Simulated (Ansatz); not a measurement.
# TiO2: band-structure calculation

System: TiO2 (I4₁/amd, 6 atoms in the cell).
Method: DFT, r2SCAN, plane waves, PAW, no spin polarisation (Ansatz 0.2.0).

The structure was built on a prototype by a generator. The geometry comes from this level: r2SCAN (a point of a series of strains). It belongs to a series of runs on one base structure; here: hydrostatic strain +1.0%.

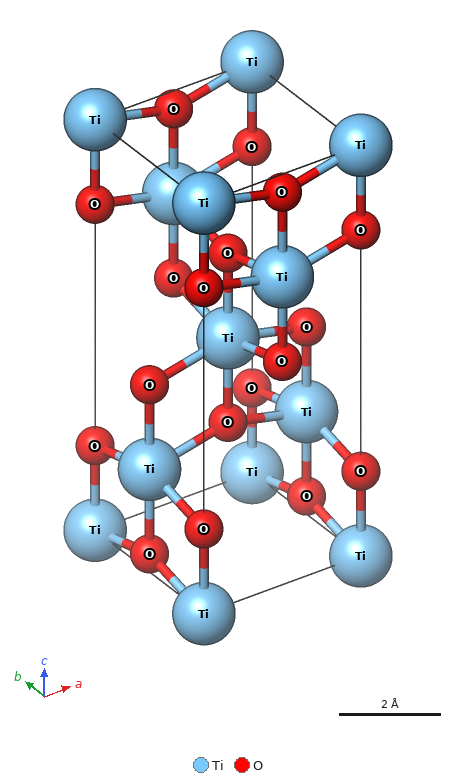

Figure 1. The structure as given in the input (ball-and-stick view of the cell 2 times as large as that of the calculation, set on its symmetry axes, seen at an oblique angle).

**Results in brief**

```tsv
quantity	value
outcome	converged
space group (tolerance 0.01 Å)	I4₁/amd (141)
electrons treated	48
free energy	−7292.6249 eV
Fermi energy	6.494 eV
gap on the k-point mesh	2.50 eV
pressure	−5.77 GPa
largest force (length of the vector)	0.003 eV/Å
hardware	2 threads of AMD EPYC (Zen 3), 144 GiB of memory available, shared host
wall time	13 s (CPU time 25 s)
peak memory	1.1 GiB
```

The cell is under a tension of 5.8 GPa at this level, so it is not at its equilibrium volume.

**The input**
```yaml
crystal:
  lattice:
    - [-1.9077877987, 1.9077877987, 4.8396326517]
    - [1.9077877987, -1.9077877987, 4.8396326517]
    - [1.9077877987, 1.9077877987, -4.8396326517]
  atoms:
    - { symbol: Ti, position: [0.75, 0.25, 0.5] }
    - { symbol: Ti, position: [0.0, 0.0, 0.0] }
    - { symbol: O, position: [0.5439105238, 0.0439105238, 0.5] }
    - { symbol: O, position: [0.7939105238, 0.7939105238, 0.0] }
    - { symbol: O, position: [0.2060894762, 0.2060894762, 0.0] }
    - { symbol: O, position: [0.9560894762, 0.4560894762, 0.5] }
kpoints:
  mp_grid: { grid: [10, 10, 10] }
  band_path:
    path:
      - [0.0, 0.0, 0.0]
      - [0.0, 0.0, 0.5]
      - [0.25, 0.25, 0.25]
      - [0.0, 0.5, 0.0]
      - [0.5, 0.5, -0.5]
      - [0.2888485976, 0.7111514024, -0.2888485976]
      - [-0.2888485976, 0.2888485976, 0.2888485976]
      - [-0.0776971953, 0.0776971953, 0.5]
      - [0.5, 0.5, -0.0776971953]
      - [0.3, 0.3, -0.3]
      - [0.0, 0.0, 0.432292]
    npoints: 1
hamiltonian:
  xc: r2scan
scf:
  occupations: { method: fixed }
  n_extra_bands: 5
output:
  forces: true
  stress: true
  eigenvalues: true
  write_density: true
  write_potential: true
  elf: true
  volumetric_format: npy
```

Launch command:
```bash
ansatz run input.yaml --threads 2 --pin off --max-ram 20275MiB --backend cpu --events-out ev --progress --plain --runs-dir out
```

**What the program printed**
```
scf.n_extra_bands = 5 over 24 filled bands (N_el = 48.0): the run solves 29 bands
Engine: ansatz 0.2.0, x86_64-unknown-linux-gnu
Pseudopotentials: kind: paw
Pseudopotential: Ti, paw, valence charge 12, recommended cutoff 500 eV (meta_gga), Ti.paw.azcp
Pseudopotential: O, paw, valence charge 6, recommended cutoff 500 eV (meta_gga), O.paw.azcp
Functional definition: r2SCAN
  parameter k0 = 0.174
  parameter k1 = 0.065
  parameter a1 = 4.9479
  exchange = r2scan_x(k0 = k0, k1 = k1, a1 = a1)
  correlation = r2scan_c
Crystal: 6 atoms, lattice volume = 70.458 Å³
Basis set: ecut = 500 eV, 1757 PW (Γ), exchange–correlation on 180×180×180 points (64 copies of the dense FFT grid, shifted against one another)
Bands: 29, of which v1, the nominal top of the filled ones, is band 24 counted from 1 (23 counted from 0)
Symmetry: 16 space group operations
Space group: I41/amd (ITA 141), of the structure as read, at distance tolerance 4.1e-5 Å
k-points: 102 of 1000
Non-local potential: Ti, projectors of the file, l = 0: 3, l = 1: 2, l = 2: 3, l = 3: 1
Non-local potential: O, projectors of the file, l = 0: 2, l = 1: 2, l = 2: 1
PAW form: soft (Blöchl's): semilocal exchange-correlation on the pseudo side does not see the compensation charge
PAW frozen core: Ti, regenerated for the run's functional (the file was generated under x = pbe(κ = 0.804, μ = 0.2195149727645171), c = pbe(β = 0.06672455060314922))
PAW frozen core: O, regenerated for the run's functional (the file was generated under x = pbe(κ = 0.804, μ = 0.2195149727645171), c = pbe(β = 0.06672455060314922))
PAW one-centre angular grid: Ti, 590 points (default); XC on 160 Gauss nodes
PAW one-centre angular grid: O, 302 points (default); XC on 160 Gauss nodes
Initial density: superposition of atomic densities (neutral atoms: chi_scale 0, normalization atom), corrected by the library's trained network
Initial wavefunctions: pseudopotential atomic-orbital guess
Functional: x = r2scan, c = r2scan; τ floored in thin density (d = 2e-4 eV/Å³)
SCF iter   1: F=—  HF=-7292.609256 eV  |F-HF|=—  |Δ(HF+E_count)|=         —  Δρ=2.69e-2  dr2=6.03e-1  dr2_τ=3.78e-1  ethr=1.77e-3  ⟨swp⟩=3.9  Hψ=11102  notcnv=0  defer=150
preconditioner: auto → Resta (q_TF=auto, 2.559 Å⁻¹)  ε∞=6.7  [insulator: Δε(μ)=3.023 eV  Ē_g=10.471 eV  n_scr=22 (ndim 8)  ℏωp=25.0 eV  f_vac=0.109  ε∞_Penn≈6.7]
SCF iter   2: F=—  HF=-7292.632223 eV  |F-HF|=—  |Δ(HF+E_count)|=   2.30e-2  Δρ=1.28e-2  dr2=5.88e-2  dr2_τ=3.21e-2  ethr=1.26e-3  ⟨swp⟩=3.0  Hψ=6604  notcnv=0  defer=108
SCF iter   3: F=—  HF=-7292.624780 eV  |F-HF|=—  |Δ(HF+E_count)|=   7.44e-3  Δρ=4.07e-3  dr2=7.33e-3  dr2_τ=6.00e-4  ethr=1.23e-4  ⟨swp⟩=2.0  Hψ=4724  notcnv=0  defer=266
SCF iter   4: F=—  HF=-7292.624748 eV  |F-HF|=—  |Δ(HF+E_count)|=   3.25e-5  Δρ=1.17e-3  dr2=5.64e-4  dr2_τ=1.16e-4  ethr=1.53e-5  ⟨swp⟩=2.0  Hψ=4271  notcnv=0  defer=305
SCF iter   5: F=—  HF=-7292.624824 eV  |F-HF|=—  |Δ(HF+E_count)|=   7.67e-5  Δρ=1.97e-4  dr2=4.20e-5  dr2_τ=1.77e-6  ethr=1.18e-6  ⟨swp⟩=2.0  Hψ=4325  notcnv=0  defer=305
SCF iter   6: F=—  HF=-7292.624926 eV  |F-HF|=—  |Δ(HF+E_count)|=   1.02e-4  Δρ=4.94e-5  dr2=2.52e-6  dr2_τ=1.09e-7  ethr=8.74e-8  ⟨swp⟩=2.9  Hψ=4905  notcnv=0  defer=106
SCF iter   7: F=—  HF=-7292.624927 eV  |F-HF|=—  |Δ(HF+E_count)|=   5.07e-7  Δρ=2.25e-5  dr2=4.26e-7  dr2_τ=1.89e-8  ethr=5.24e-9  ⟨swp⟩=2.0  Hψ=4035  notcnv=0  defer=106
SCF iter   8: F=-7292.624927 eV  HF=-7292.624927 eV  |F-HF|=1.71e-9  |Δ(HF+E_count)|=   1.88e-8  Δρ=2.65e-6  dr2=5.52e-9  dr2_τ=9.86e-11  ethr=2.08e-10  ⟨swp⟩=14.7  Hψ=20717  notcnv=0
SCF 1 converged in 8 iterations: F = -7292.624927 eV  dr2 = 5.52e-9
  greatest PAW one-centre occupation: 1.000 electrons in one spin orbital (limit 2), on the Ti atom at site 1 (counted from 0), in its partial waves of l = 0
```

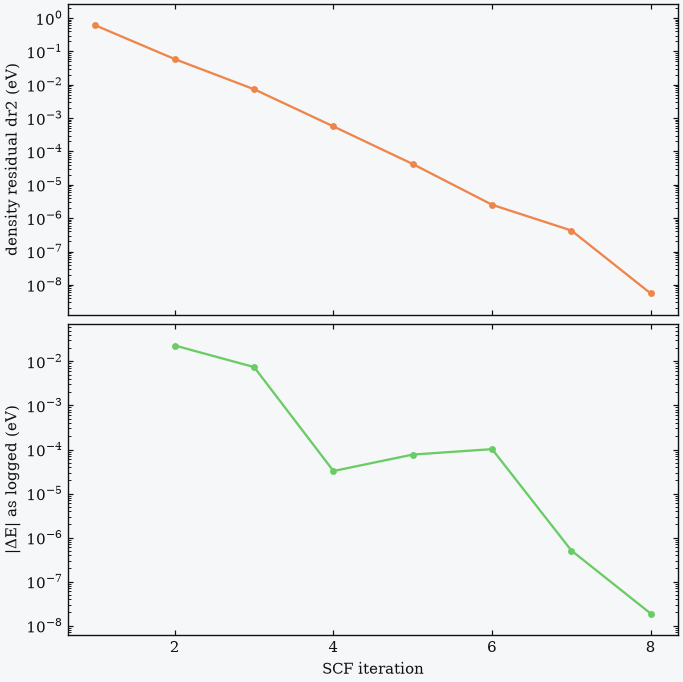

Figure 2. Convergence of the self-consistent field: density residual dr2 and size of the energy change against the SCF iteration. The residual falls at every step.

```
NSCF: frozen V_eff on 11 k-points
SCF converged after 8 iterations
Free energy (F): -7292.624927 eV
Harris-Foulkes:  -7292.624927 eV  (|F-HF|=1.71e-9)
Internal energy: -7292.624927 eV  (E = F + TS)
E sigma→0 (E₀):  -7292.624927 eV
Fermi energy:    6.494442 eV
--- Per-component energies (eV) ---
  E_band       = -526.145910
  E_kinetic    = 1247.485309
  E_local      = -3624.746566  (includes V_loc(G=0)·N_el)
  E_nonlocal   = 191.691503
  E_hartree    = 1401.409084
  E_xc         = -481.717717
  E_vxc        = -691.973894  (∫ρ·V_xc dr)
  E_paw        = -2746.877016  (= ΣΔE_a)
  E_vpaw       = -497.319780  (= ΣTr[D̂ρ^β])
  E_aug_tail   = 0.004372  (compensation charges beyond the density's cutoff)
  E_vtau       = 45.894482  (kinetic-family band-sum trace: ∫τ·v_τ [+ j·A + Jᵃ·Aᵃ] dr)
  E_ewald      = -3279.239218
  E_core_change = -0.634678  (= ΣΔE_core)
  E_smearing   = -0.000000  (= −TS)
  E_closure    = 0.000000  (closes the sum)
  Σ components = -7292.624927   (vs F -7292.624927, Δ=0.00e0)
--- Forces (eV/Å), atoms counted from 1 ---
  atom   1  Ti     0.00000000     0.00000000     0.00000000
  atom   2  Ti     0.00000000    -0.00000000     0.00000000
  atom   3  O      0.00000000    -0.00000000    -0.00266274
  atom   4  O     -0.00000000     0.00000000    -0.00266274
  atom   5  O      0.00000000     0.00000000     0.00266274
  atom   6  O     -0.00000000     0.00000000     0.00266274
  max |Σ_I F_I| component: 2.17e-18 eV/Å
--- Stress (GPa, compression-positive) ---
       -6.228655       0.000000       0.000000
        0.000000      -6.228655       0.000000
       -0.000000      -0.000000      -4.840224
  P = ⅓ Tr σ = -5.7658 GPa (-57.658 kbar)
--- Band table (eV; the first three rows and the last of 102) ---
  k-point 0: bands = ["-52.1895", "-52.1382", "-27.5491", "-27.3278", "-27.3278", "-27.2660", "-27.2660", "-27.1933", "-12.0408", "-11.0301", "-10.9561", "-10.5734", "2.5352", "2.6545", "2.6545", "3.1019", "4.4727", "4.4857", "4.4857", "5.7106", "5.7327", "5.7327", "6.0872", "6.0872", "8.9958", "9.6684", "10.8532", "10.8532", "10.8616"]
  k-point 1: bands = ["-52.1879", "-52.1391", "-27.5483", "-27.3452", "-27.3338", "-27.2755", "-27.2662", "-27.1897", "-11.9501", "-10.9774", "-10.9178", "-10.5501", "2.4581", "2.5264", "2.5435", "3.1192", "4.2988", "4.5761", "4.5808", "5.5025", "5.5233", "5.6468", "5.7583", "6.1975", "9.3808", "9.7296", "10.4210", "10.6247", "10.7024"]
  k-point 2: bands = ["-52.1833", "-52.1418", "-27.5461", "-27.3868", "-27.3490", "-27.3006", "-27.2647", "-27.1864", "-11.7002", "-10.8453", "-10.8127", "-10.4915", "2.0946", "2.3020", "2.4964", "3.2221", "3.9019", "4.3765", "4.6064", "4.8322", "4.9283", "5.3686", "5.9046", "6.2993", "9.7666", "9.9736", "10.1101", "10.4758", "10.4940"]
  k-point 101: bands = ["-52.1639", "-52.1639", "-27.3741", "-27.3741", "-27.3476", "-27.3476", "-27.2460", "-27.2460", "-11.4957", "-11.4957", "-10.8255", "-10.8255", "2.7351", "2.7351", "2.8066", "2.8066", "4.5173", "4.5173", "5.1498", "5.1498", "5.2679", "5.2679", "6.4115", "6.4115", "9.3215", "9.3215", "10.5790", "10.5790", "11.1522"]
```

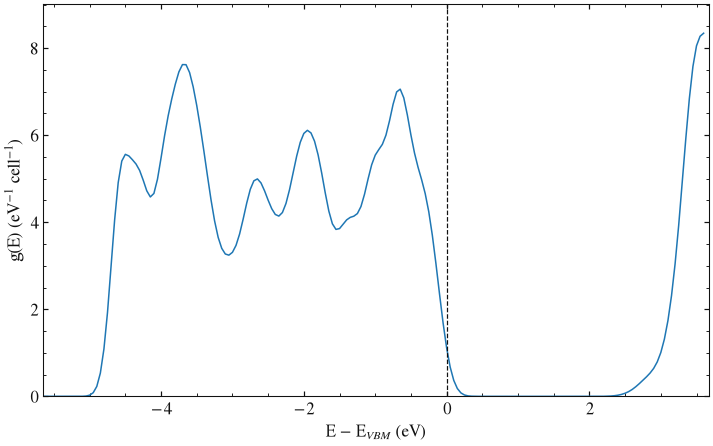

Figure 3. Density of states (the curve is built from the levels of the k mesh with Gaussians 0.3 eV wide, which also blur the band edges), with energies from the valence-band top. There is a gap of 2.50 eV on the k-point mesh. Small ripples come from the finite k-point mesh.

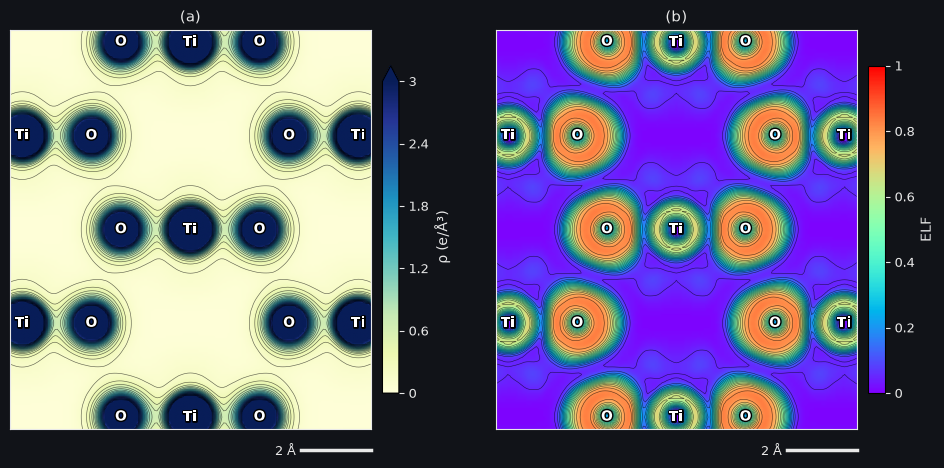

Figure 4. (a) valence electron density; (b) electron localisation function on the (110) plane of the conventional cell. Atoms in the plane: Ti and O. Ti–O (1.99 Å): ρ at the midpoint is about 0.65 e/Å³; the ELF is about 0.20 at the midpoint. Away from the nuclei the density in this plane falls to 0.02 e/Å³ at its lowest. The strong features right at Ti lie inside the PAW spheres (semicore, d or f shells) and say nothing about bonding. Core electrons are frozen (PAW), so the fields are smoothed inside the atomic spheres.

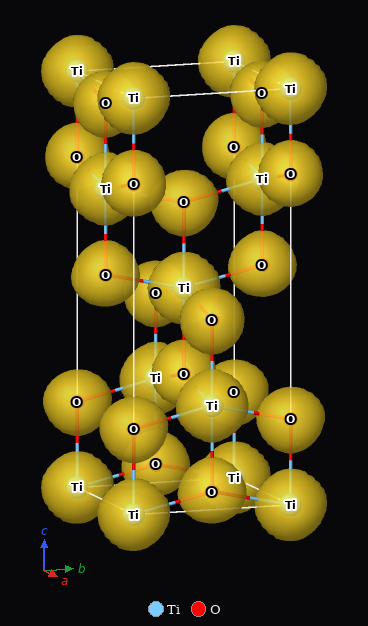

Figure 5. Isosurface of the valence electron density at 1 e/Å³ (yellow), seen slightly off an axis. Sticks mark near contacts. The outline is the cell set on symmetry axes. At this value the density breaks into separate islands; it holds about 70 % of the electrons treated as valence (semicore included). It is pinched off along the Ti–O (1.95 Å) and Ti–O (1.99 Å) contacts. On the grid the lowest density along these lines, outside the cores, is 0.71 e/Å³ (Ti–O, 1.95 Å) and 0.65 e/Å³ (Ti–O, 1.99 Å).
